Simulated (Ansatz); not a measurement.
**Geometry relaxation of W₁₄Se₂₇ (charge +1) (part 1 of 3)**

W₁₄Se₂₇ (defect cell, 41 atoms in the cell, total charge +1), computed with DFT PBE, scalar-relativistic, plane waves, PAW, spin-polarised (Ansatz 0.2.0).

The structure derives from a Materials Project entry. It belongs to a series of runs on one base structure; here: Se vacancy (site f), charge +1, atoms relaxed at the host's cell, started again with a moment of 3 μB.

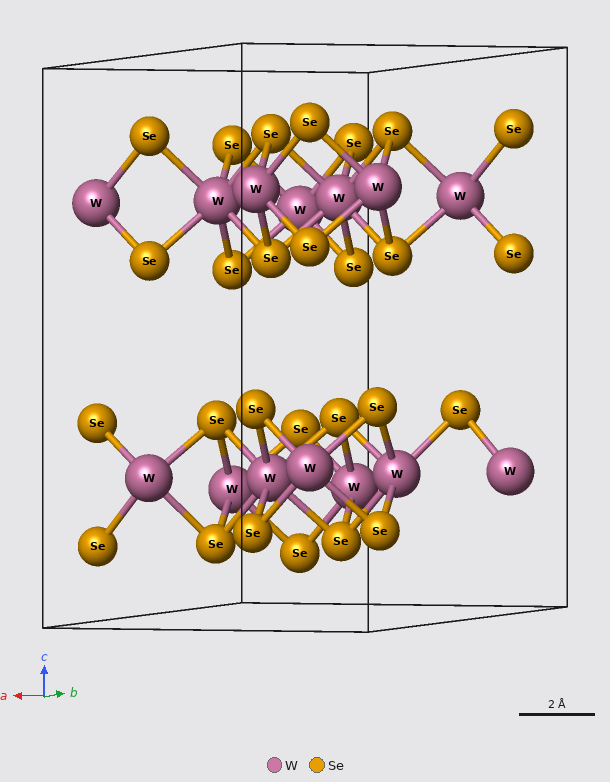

*The structure as given in the input (ball-and-stick view of the cell of the calculation, seen at an oblique angle). An atom can appear more than once, as a periodic image.*

Near neighbours in the periodic cell (some may lie outside the picture): W has 5 Se at 2.52 to 2.56 Å; W has 6 Se at 2.53 to 2.59 Å; Se has 3 W at 2.52 to 2.59 Å.

### Results in brief

```json
{"quantity": "outcome", "value": "converged"}
{"quantity": "electrons treated", "value": "627"}
{"quantity": "free energy", "value": "−293082.9169 eV"}
{"quantity": "Fermi energy", "value": "9.334 eV"}
{"quantity": "gap on the k-point mesh", "value": "none (metallic)"}
{"quantity": "net moment of the cell", "value": "0.23 μB"}
{"quantity": "integrated absolute moment", "value": "0.25 μB"}
{"quantity": "final volume", "value": "1005.82 Å³"}
{"quantity": "largest force (length of the vector) at the end", "value": "0.019 eV/Å"}
{"quantity": "hardware", "value": "4 threads of Arm Neoverse V2, 24 GiB of memory available, shared host"}
{"quantity": "wall time", "value": "4.7 min (CPU time 18 min)"}
{"quantity": "peak memory", "value": "6.7 GiB"}
```

### Remarks

Warnings of the run: some starting moments were not kept. The cell is charged and computed with a neutralising background, so its energy and pressure depend on the cell and aren't those of a real crystal. Spin–orbit coupling is left out, which matters for W.

### The input
```yaml
crystal:
  lattice:
    - [8.3024665753, -2.8760587872, 0.0]
    - [-6.6419732602, -5.7521175747, 0.0]
    - [0.0, 0.0, -15.0438319106]
  atoms:
    - { symbol: W, position: [0.3182234688, 0.6628766402, 0.2506968537], spin: 1.0 }
    - { symbol: W, position: [0.6219891786, 0.5248095605, 0.2475849024] }
    - { symbol: W, position: [0.1894761537, 0.2400367609, 0.2475849024] }
    - { symbol: W, position: [0.9160817428, 0.3960622455, 0.2506968537], spin: 1.0 }
    - { symbol: W, position: [0.4742489534, 0.0922965357, 0.2475849024] }
    - { symbol: W, position: [0.0514090741, 0.7982039715, 0.2506968537], spin: 1.0 }
    - { symbol: W, position: [0.7619047619, 0.9523809524, 0.2454723502] }
    - { symbol: W, position: [0.0952380952, 0.619047619, 0.7513034286] }
    - { symbol: W, position: [0.3808011286, 0.4761446563, 0.7513713695] }
    - { symbol: W, position: [0.9526947056, 0.1911856989, 0.7513566401] }
    - { symbol: W, position: [0.6667720991, 0.3334845857, 0.7513713695] }
    - { symbol: W, position: [0.238141058, 0.0475136152, 0.7513713695] }
    - { symbol: W, position: [0.8099195647, 0.7615910087, 0.7513566401] }
    - { symbol: W, position: [0.5231000154, 0.9043661496, 0.7513566401] }
    - { symbol: Se, position: [0.3761534156, 0.4799009026, 0.1377684474] }
    - { symbol: Se, position: [0.9551394001, 0.2027435013, 0.1369978072] }
    - { symbol: Se, position: [0.6751760584, 0.3381322987, 0.1377684474] }
    - { symbol: Se, position: [0.2343848117, 0.0391096558, 0.1377684474] }
    - { symbol: Se, position: [0.8190326726, 0.7591463142, 0.1369978072] }
    - { symbol: Se, position: [0.511542213, 0.8952530417, 0.1369978072] }
    - { symbol: Se, position: [0.3332157851, 0.6664955117, 0.6398708244] }
    - { symbol: Se, position: [0.6189391012, 0.5238182709, 0.6399744451] }
    - { symbol: Se, position: [0.1904674434, 0.2379779731, 0.6399744451] }
    - { symbol: Se, position: [0.904708298, 0.3810699292, 0.6398708244] }
    - { symbol: Se, position: [0.4763077411, 0.0953466131, 0.6399744451] }
    - { symbol: Se, position: [0.0477902026, 0.8095774163, 0.6398708244] }
    - { symbol: Se, position: [0.7619047619, 0.9523809524, 0.6402473576] }
    - { symbol: Se, position: [0.0952380952, 0.619047619, 0.3683374649] }
    - { symbol: Se, position: [0.3814450266, 0.4789811116, 0.3587510174] }
    - { symbol: Se, position: [0.9494385069, 0.1914393046, 0.3579144773] }
    - { symbol: Se, position: [0.6689646564, 0.3328406876, 0.3587510174] }
    - { symbol: Se, position: [0.2353046027, 0.0453210579, 0.3587510174] }
    - { symbol: Se, position: [0.8134293692, 0.7648472074, 0.3579144773] }
    - { symbol: Se, position: [0.5228464097, 0.9008563451, 0.3579144773] }
    - { symbol: Se, position: [0.3331654425, 0.6665122015, 0.8628303162] }
    - { symbol: Se, position: [0.6189720889, 0.5238570283, 0.8627835132] }
    - { symbol: Se, position: [0.190428686, 0.2379722034, 0.8627835132] }
    - { symbol: Se, position: [0.9047753305, 0.3811202718, 0.8628303162] }
    - { symbol: Se, position: [0.4763135109, 0.0953136254, 0.8627835132] }
    - { symbol: Se, position: [0.0477735127, 0.8095103838, 0.8628303162] }
    - { symbol: Se, position: [0.7619047619, 0.9523809524, 0.8624806064] }
  host:
    lattice:
      - [3.3209866301, 0.0, 0.0]
      - [-1.6604933151, 2.8760587873, 0.0]
      - [0.0, 0.0, 15.0438319106]
    atoms:
      - { symbol: W, position: [0.6666666667, 0.3333333333, 0.75] }
      - { symbol: W, position: [0.3333333333, 0.6666666667, 0.25] }
      - { symbol: Se, position: [0.3333333333, 0.6666666667, 0.8615430499] }
      - { symbol: Se, position: [0.6666666667, 0.3333333333, 0.3615430499] }
      - { symbol: Se, position: [0.3333333333, 0.6666666667, 0.6384569501] }
      - { symbol: Se, position: [0.6666666667, 0.3333333333, 0.1384569501] }
total_charge: 1
basis:
  ecutwfc: 420
  xc_grid: 2
kpoints:
  mp_grid: { grid: [2, 2, 2], shift: [0.0, 0.0, 0.0] }
hamiltonian:
  xc: pbe
scf:
  occupations: { method: gaussian, width: 0.01 }
output:
  forces: true
  stress: false
  eigenvalues: true
  populations: true
  charged_corrections:
    defect_position: [0.0952381, 0.61904762, 0.13845695]
    epsilon: [[13.4581, 0.0, 0.0], [0.0, 13.4581, 0.0], [0.0, 0.0, 4.0466]]
  write_density: true
  write_potential: true
  elf: true
  volumetric_format: npy
magnetization:
  spin_polarized: true
relax:
  adjacent_minimum: "off"
  f_tol: 0.025
  max_steps: 45
```

Launch command:
```bash
ansatz run input.yaml --threads 4 --pin off --max-ram 10240MiB --backend cpu --events-out ev --progress --plain --runs-dir out
```

### Output
```
Engine: ansatz 0.2.0, aarch64-unknown-linux-gnu
Pseudopotentials: kind: paw
Pseudopotential: W, paw, valence charge 14, recommended cutoff 420 eV (normal), W.paw.azcp
Pseudopotential: Se, paw, valence charge 16, recommended cutoff 420 eV (normal), Se.paw.azcp
Functional definition: PBE
  parameter kappa = 0.804
  parameter beta = 0.06672455060314922
  exchange = pbe_x(kappa = kappa, mu = beta*pi^2/3)
  correlation = pbe_c(beta = beta)
Crystal: 41 atoms, lattice volume = 1005.823 Å³
Basis set: ecut = 420 eV, 19665 PW (Γ), exchange–correlation on 120×120×216 points (8 copies of the dense FFT grid, shifted against one another)
Bands: 378, of which v1, the nominal top of the filled ones, is band 314 counted from 1 (313 counted from 0)
Symmetry: 3 space group operations
Space group: P3 (ITA 143), of the structure as read, at distance tolerance 1.0e-4 Å
Magnetic group: BNS 143.1 (UNI 1231), of the structure as read, at distance tolerance 1.0e-4 Å
k-points: 4 of 8
Non-local potential: W, projectors of the file, l = 0: 3, l = 1: 2, l = 2: 2, l = 3: 1
Non-local potential: Se, projectors of the file, l = 0: 2, l = 1: 2, l = 2: 3, l = 3: 1
PAW form: soft (Blöchl's): semilocal exchange-correlation on the pseudo side does not see the compensation charge
PAW one-centre angular grid: W, 590 points (default); XC on 64 Gauss nodes
PAW one-centre angular grid: Se, 590 points (default); XC on 64 Gauss nodes
Starting moments: Σ|m| = 3 μB on 3 of 41 sites
Initial wavefunctions: pseudopotential atomic-orbital guess
Functional: x = pbe(κ = 0.804, μ = 0.2195149727645171), c = pbe(β = 0.06672455060314922)
iter 1 solved again at ethr=2.64e-3 eV; its pass at ethr=3.10e-3 eV (dr2=1.65e1 eV) is discarded
SCF iter   1: F=—  HF=-293086.536658 eV  |F-HF|=—  |Δ(HF+E_count)|=         —  Δρ=1.69e-2 (↑1.69e-2 ↓1.55e-2)  dr2=1.66e1  dr2_m=1.85e-1  M=0.500 μB ∫|m|=2.096 μB  β_m=0.30  ethr=2.64e-3  ⟨swp⟩=2.1  Hψ=14578  notcnv=0
Mixer restart at iter 1: flushing history
preconditioner: auto → Resta (q_TF=auto, 2.522 Å⁻¹)  ε∞=5.5  [insulator: Δε(μ)=0.048 eV  Ē_g=8.618 eV  σ=0.010 eV  W_gap=0.62  n_scr=288 (ndim 8)  ℏωp=18.3 eV  f_vac=0.187  D(μ)=38.26/eV (n_scr^D=312)  ε∞_Penn≈5.5]
spin=Collinear: Resta preconditioning applied to the charge; magnetization (m = ρ↑ − ρ↓) channel mixes plain (no charge-response kernel on spin).
SCF iter   2: F=—  HF=-293084.649518 eV  |F-HF|=—  |Δ(HF+E_count)|=    1.89e0  Δρ=1.24e-2 (↑1.24e-2 ↓1.16e-2)  dr2=8.97e0  dr2_m=1.21e-1  M=0.250 μB ∫|m|=1.883 μB  β_m=0.65  ethr=2.64e-3  ⟨swp⟩=2.4  Hψ=4413  notcnv=0  defer=2
SCF iter   3: F=—  HF=-293083.205390 eV  |F-HF|=—  |Δ(HF+E_count)|=    1.44e0  Δρ=5.49e-3 (↑4.41e-3 ↓5.49e-3)  dr2=3.82e0  dr2_m=2.06e-2  M=0.500 μB ∫|m|=0.960 μB  β_m=0.56  ethr=1.43e-3  ⟨swp⟩=2.0  Hψ=4172  notcnv=0  defer=458
SCF iter   4: F=—  HF=-293082.889160 eV  |F-HF|=—  |Δ(HF+E_count)|=   3.16e-1  Δρ=2.14e-3 (↑2.09e-3 ↓2.14e-3)  dr2=7.63e-1  dr2_m=8.21e-3  M=0.059 μB ∫|m|=0.739 μB  β_m=0.61  ethr=6.09e-4  ⟨swp⟩=2.9  Hψ=3521  notcnv=0  defer=453
SCF iter   5: F=—  HF=-293082.893214 eV  |F-HF|=—  |Δ(HF+E_count)|=   4.05e-3  Δρ=1.23e-3 (↑1.23e-3 ↓1.09e-3)  dr2=2.52e-1  dr2_m=3.90e-3  M=0.253 μB ∫|m|=0.511 μB  β_m=0.60  ethr=1.22e-4  ⟨swp⟩=2.2  Hψ=3454  notcnv=0  defer=452
SCF iter   6: F=—  HF=-293082.902514 eV  |F-HF|=—  |Δ(HF+E_count)|=         —  Δρ=9.30e-4 (↑9.30e-4 ↓8.89e-4)  dr2=4.22e-2  dr2_m=4.63e-3  M=0.149 μB ∫|m|=0.268 μB  β_m=0.60  ethr=4.01e-5  ⟨swp⟩=2.0  Hψ=3316  notcnv=0  defer=452
SCF iter   7: F=—  HF=-293082.908448 eV  |F-HF|=—  |Δ(HF+E_count)|=   5.93e-3  Δρ=4.80e-4 (↑4.77e-4 ↓4.80e-4)  dr2=1.00e-2  dr2_m=1.21e-3  M=0.130 μB ∫|m|=0.199 μB  β_m=0.80  ethr=6.73e-6  ⟨swp⟩=2.0  Hψ=3806  notcnv=0  defer=454
SCF iter   8: F=—  HF=-293082.916531 eV  |F-HF|=—  |Δ(HF+E_count)|=   8.08e-3  Δρ=4.03e-4 (↑4.00e-4 ↓4.03e-4)  dr2=2.14e-2  dr2_m=8.50e-5  M=0.164 μB ∫|m|=0.180 μB  β_m=0.80  ethr=1.60e-6  ⟨swp⟩=2.0  Hψ=4099  notcnv=0  defer=454
SCF iter   9: F=—  HF=-293082.916132 eV  |F-HF|=—  |Δ(HF+E_count)|=   3.99e-4  Δρ=1.14e-4 (↑8.96e-5 ↓1.14e-4)  dr2=1.59e-3  dr2_m=2.05e-5  M=0.177 μB ∫|m|=0.185 μB  β_m=0.79  ethr=1.60e-6  ⟨swp⟩=2.0  Hψ=3834  notcnv=0  defer=454
SCF iter  10: F=—  HF=-293082.916553 eV  |F-HF|=—  |Δ(HF+E_count)|=   4.21e-4  Δρ=6.45e-5 (↑6.45e-5 ↓5.05e-5)  dr2=1.97e-4  dr2_m=1.47e-5  M=0.194 μB ∫|m|=0.204 μB  β_m=0.88  ethr=2.53e-7  ⟨swp⟩=2.0  Hψ=3764  notcnv=0  defer=454
SCF iter  11: F=—  HF=-293082.916822 eV  |F-HF|=—  |Δ(HF+E_count)|=   2.69e-4  Δρ=5.78e-5 (↑4.27e-5 ↓5.78e-5)  dr2=2.91e-4  dr2_m=7.42e-6  M=0.216 μB ∫|m|=0.227 μB  β_m=0.88  ethr=3.14e-8  ⟨swp⟩=2.5  Hψ=5002  notcnv=0  defer=454
SCF iter  12: F=—  HF=-293082.916855 eV  |F-HF|=—  |Δ(HF+E_count)|=   3.26e-5  Δρ=3.31e-5 (↑2.33e-5 ↓3.31e-5)  dr2=1.32e-4  dr2_m=2.03e-6  M=0.226 μB ∫|m|=0.239 μB  β_m=0.76  ethr=3.14e-8  ⟨swp⟩=2.0  Hψ=3786  notcnv=0  defer=454
SCF iter  13: F=—  HF=-293082.916852 eV  |F-HF|=—  |Δ(HF+E_count)|=   2.96e-6  Δρ=1.34e-5 (↑1.34e-5 ↓9.89e-6)  dr2=9.96e-6  dr2_m=6.20e-7  M=0.229 μB ∫|m|=0.242 μB  β_m=0.74  ethr=2.10e-8  ⟨swp⟩=2.0  Hψ=3488  notcnv=0  defer=454
SCF iter  14: F=—  HF=-293082.916855 eV  |F-HF|=—  |Δ(HF+E_count)|=   2.79e-6  Δρ=1.18e-5 (↑4.66e-6 ↓1.18e-5)  dr2=1.31e-5  dr2_m=2.95e-7  M=0.230 μB ∫|m|=0.245 μB  β_m=0.74  ethr=1.59e-9  ⟨swp⟩=15.4  Hψ=26231  notcnv=0
SCF iter  15: F=-293082.916854 eV  HF=-293082.916855 eV  |F-HF|=8.91e-7  |Δ(HF+E_count)|=   2.25e-8  Δρ=3.94e-6 (↑3.94e-6 ↓3.56e-6)  dr2=1.60e-6  dr2_m=7.32e-8  M=0.231 μB ∫|m|=0.246 μB  ethr=1.59e-9  ⟨swp⟩=10.8  Hψ=20452  notcnv=0
SCF 1 converged in 15 iterations: F = -293082.916854 eV  dr2 = 1.60e-6
  greatest PAW one-centre occupation: 1.000 electrons in one spin orbital (limit 2), on the Se atom at site 27 (counted from 0), in its partial waves of l = 2
relax step   1: F+E_penalty+E_count = -293082.91685387 eV  Δ(F+E_penalty+E_count) = +0.000e0 eV  max|allowed force component| = 1.957e-2 eV/Å  Δτ_max = 0.0000 Å  (15 SCF iters, dr2 threshold 1.56e-5 eV, accepted)
Initial density: handed on by an earlier stage of this run
Starting moments: Σ|m| = 3 μB on 3 of 41 sites; this step starts from the density that it was given
Initial wavefunctions: those handed on with the density
iter 1 solved again at ethr=1.45e-10 eV; its pass at ethr=3.10e-3 eV (dr2=9.06e-7 eV) is discarded
SCF iter   1: F=—  HF=-293082.916855 eV  |F-HF|=—  |Δ(HF+E_count)|=         —  Δρ=4.07e-6 (↑4.07e-6 ↓2.89e-6)  dr2=9.06e-7  dr2_m=7.44e-8  M=0.231 μB ∫|m|=0.246 μB  β_m=0.65  ethr=1.45e-10  ⟨swp⟩=1.0  Hψ=7024  notcnv=0
preconditioner: auto → Resta (q_TF=auto, 2.522 Å⁻¹)  ε∞=5.7  [insulator: Δε(μ)=0.013 eV  Ē_g=8.424 eV  σ=0.010 eV  W_gap=0.54  n_scr=288 (ndim 8)  ℏωp=18.3 eV  f_vac=0.211  D(μ)=29.11/eV (n_scr^D=208)  ε∞_Penn≈5.7]
spin=Collinear: Resta preconditioning applied to the charge; magnetization (m = ρ↑ − ρ↓) channel mixes plain (no charge-response kernel on spin).
SCF iter   2: F=—  HF=-293082.916855 eV  |F-HF|=—  |Δ(HF+E_count)|=   5.85e-7  Δρ=7.50e-6 (↑1.98e-6 ↓7.50e-6)  dr2=7.38e-6  dr2_m=1.14e-7  M=0.231 μB ∫|m|=0.246 μB  β_m=0.30  ethr=1.45e-10  ⟨swp⟩=2.0  Hψ=4630  notcnv=0
SCF iter   3: F=—  HF=-293082.916855 eV  |F-HF|=—  |Δ(HF+E_count)|=   3.37e-7  Δρ=2.57e-6 (↑2.57e-6 ↓2.34e-6)  dr2=2.15e-7  dr2_m=4.35e-8  M=0.232 μB ∫|m|=0.246 μB  β_m=0.44  ethr=1.45e-10  ⟨swp⟩=2.0  Hψ=3552  notcnv=0
SCF iter   4: F=—  HF=-293082.916855 eV  |F-HF|=—  |Δ(HF+E_count)|=   3.28e-7  Δρ=1.45e-6 (↑1.45e-6 ↓9.13e-7)  dr2=9.10e-8  dr2_m=7.84e-9  M=0.232 μB ∫|m|=0.247 μB  β_m=0.43  ethr=3.43e-11  ⟨swp⟩=2.2  Hψ=4812  notcnv=0
iter 5 did not close the SCF: its close was put off for a magnetic moment that had not settled (scf_convergence_deferred on its scf_iter line)
SCF iter   5: F=-293082.916855 eV  HF=-293082.916855 eV  |F-HF|=2.06e-8  |Δ(HF+E_count)|=   6.66e-8  Δρ=6.03e-7 (↑5.67e-7 ↓6.03e-7)  dr2=3.34e-8  dr2_m=1.11e-9  M=0.232 μB ∫|m|=0.248 μB  β_m=0.65  ethr=1.45e-11  ⟨swp⟩=8.8  Hψ=18956  notcnv=0
SCF iter   6: F=-293082.916855 eV  HF=-293082.916855 eV  |F-HF|=2.86e-8  |Δ(HF+E_count)|=   5.12e-9  Δρ=4.42e-7 (↑3.78e-7 ↓4.42e-7)  dr2=3.15e-8  dr2_m=5.08e-11  M=0.232 μB ∫|m|=0.248 μB  ethr=5.33e-12  ⟨swp⟩=6.0  Hψ=16188  notcnv=0
the starting moments were not kept: the SCF closed with an absolute magnetisation of 2.4e-1 μB, where they sum to 3 μB in size (3 sites). That is at most 0.1 of that sum.
SCF 2 converged in 6 iterations: F = -293082.916855 eV  dr2 = 3.15e-8
relax step   2: F+E_penalty+E_count = -293082.91685532 eV  Δ(F+E_penalty+E_count) = -1.444e-6 eV  max|allowed force component| = 1.934e-2 eV/Å  Δτ_max = 0.0000 Å  (6 SCF iters, accepted)
```

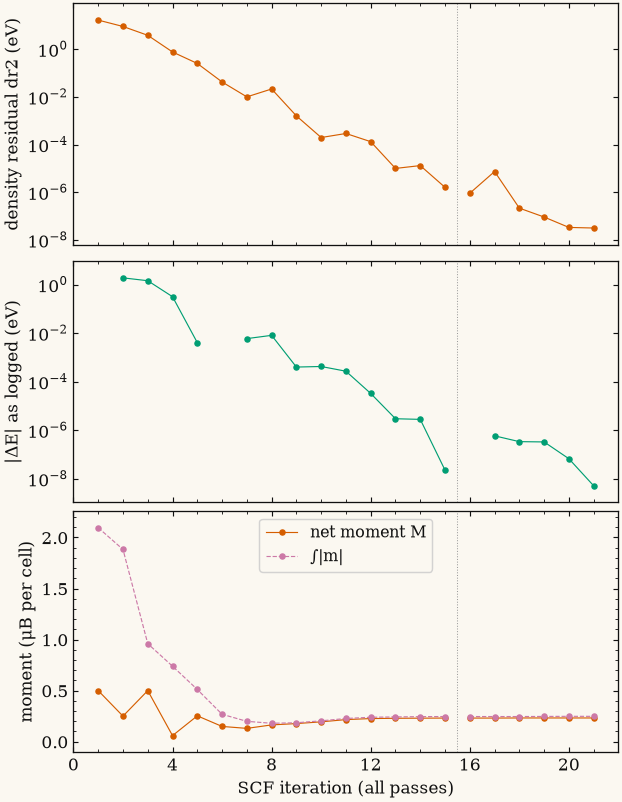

*Convergence of the self-consistent field: density residual dr2, size of the energy change and magnetic moment against the SCF iteration. The dotted lines part the SCF passes of the relaxation: geometry steps, rejected trials and re-solves on a re-selected basis.*

The passes take 15 and 6 iterations. The net moment goes from 0.5 to 0.2 μB per cell.

```
SCF converged after 6 iterations
Magnetization: 0.2324 μB (313.6162 up, 313.3838 down)
Absolute magnetization: 0.2473 μB (∫|ρ↑−ρ↓|, with the PAW one-centre terms)
Spin contamination: 0.0001 ħ² per cell (⟨S²⟩ above its minimum at these occupations)
```
